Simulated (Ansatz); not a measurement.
Input

```
crystal:
  lattice:
    - [-2.0000686112, 2.0000686112, 5.1236788559]
    - [2.0000686112, -2.0000686112, 5.1236788559]
    - [2.0000686112, 2.0000686112, -5.1236788559]
  atoms:
    - { symbol: Sn, position: [0.002252, -0.001665, 0.003607] }
    - { symbol: Sn, position: [0.758492, 0.268519, 0.519741] }
    - { symbol: O, position: [0.550551, 0.03798, 0.498113] }
    - { symbol: O, position: [0.202075, 0.206553, 0.004427] }
    - { symbol: O, position: [0.954099, 0.441486, 0.488944] }
    - { symbol: O, position: [0.799967, 0.793009, 0.001482] }
hamiltonian:
  xc: pbe
  pseudopotentials: { kind: paw }
kpoints:
  mp_grid: { grid: [9, 9, 9] }
scf:
  occupations: { method: fermi_dirac, width: 0.05 }
output:
  forces: true
  stress: true
  eigenvalues: true
  write_density: true
  write_potential: true
  elf: true
  volumetric_format: npy
```

Launched as:

```sh
ansatz run input.yaml --threads 2 --pin off --max-ram 5120MiB --backend cpu --events-out ev --progress --plain --runs-dir out
```

Below, planes, directions and counts refer to the conventional cell (a = 4.00 Å, b = 4.00 Å, c = 5.85 Å, α = 109.98°, β = 109.98°, γ = 90.00°).

Space group P1; a structure from a database of computed crystals, not necessarily the ambient phase; changed on purpose from its base cell (atoms moved at random by about 0.05 A); not relaxed (largest force 1.9 eV/Å); computed pressure about 6 GPa in this cell.

Computed with Kohn-Sham DFT of a periodic cell, PBE, Ansatz PAW (Ansatz 0.2.0).

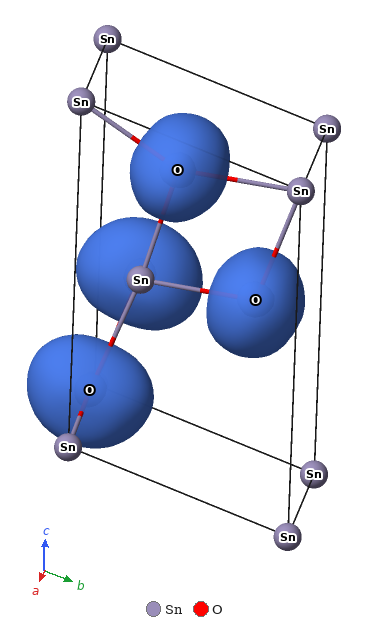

SnO$_{2}$. Isosurface of the ELF at 0.6 (blue), seen at an oblique angle. Only the valence region is drawn (cores and ρ < 0.01 e/Å³ removed). Sticks mark near contacts.

> Identify the bonds, lone pairs and shells in this picture.

The surface consists of four regions wrapped around O (the valence shell of each), counted in one cell of 6 atoms. Any copies at cell faces, edges or corners count once. Profiles from the grid: Sn–O (1.98 Å): the ELF peaks at about 0.80 in the valence shell of O, 0.6 Å from its nucleus, and is about 0.25 at the midpoint; no shared electron pair shows on this line. Sn–O (2.05 Å): the ELF peaks at about 0.80 in the valence shell of O, 0.6 Å from its nucleus, and is about 0.25 at the midpoint: no localised pair shows between them.

> Does the calculation make it a metal, or give it a gap?

It is gapped, with a Kohn–Sham gap of 1.6 eV on the k-point mesh (the band edges may lie off the mesh, which would make the gap smaller).
